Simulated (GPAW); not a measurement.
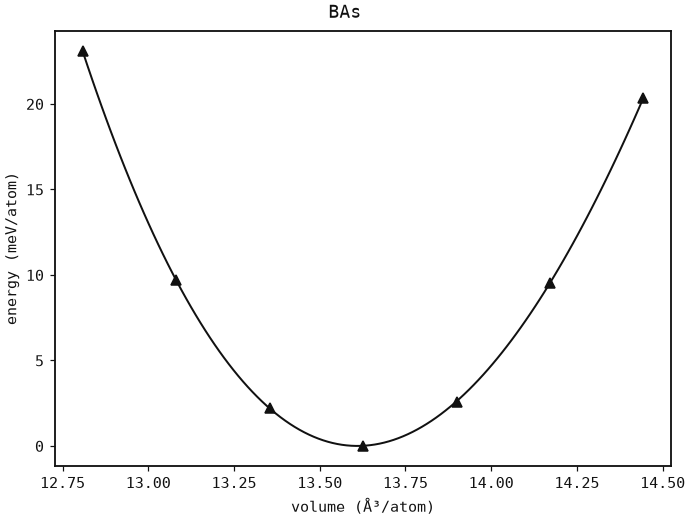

Plotted: energy against volume for BAs, space group F-43m (No. 216).

The given structure:
```
As B
1.0
     0.00000    2.38850    2.38850
     2.38850    0.00000    2.38850
     2.38850    2.38850    0.00000
As B
1 1
Direct
  0.75000 0.75000 0.75000
  0.00000 0.00000 0.00000
```

How it was computed, with GPAW 26.7.0: PAW DFT in plane waves, on a grid or in atomic orbitals, no spin polarisation; energies at scaled volumes of the given cell, shape and fractions fixed, counted from the fit's minimum, third-order Birch-Murnaghan fit. Level: PBEsol.

- k mesh: 10×10×10
- occupations: Fermi–Dirac
- smearing width: 0.05 eV
- potentials: PAW data sets made by gpaw setup for the functional
- wave cutoff: 800 eV
- program settings: basis pw

This calculation gives: equilibrium volume 13.61 Å³/atom and bulk modulus 141 GPa.

Now B is replaced by In on all its sites, which gives InAs in the same structure. The second calculation uses wave cutoff 600 eV and k mesh 8×8×8. Predict the effect.

The equilibrium volume rises from 13.61 to 28.12 Å³/atom (+107 %) and the bulk modulus falls from 141 to 56 GPa (−60 %).

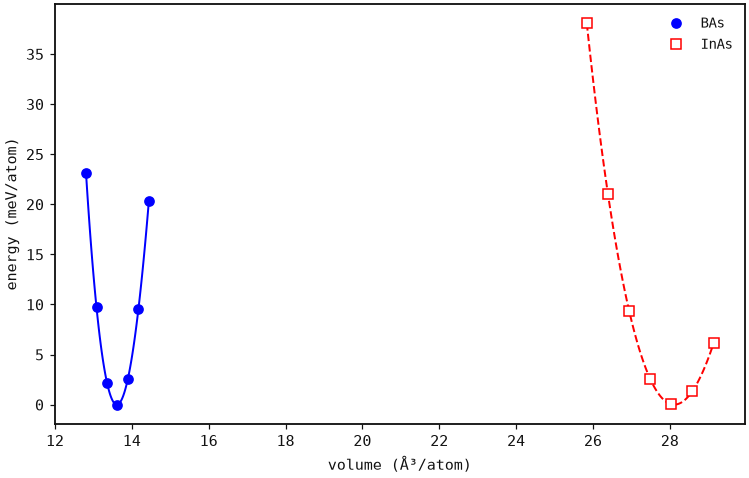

The two results together.

V0 and the bulk modulus come from third-order Birch–Murnaghan fits.
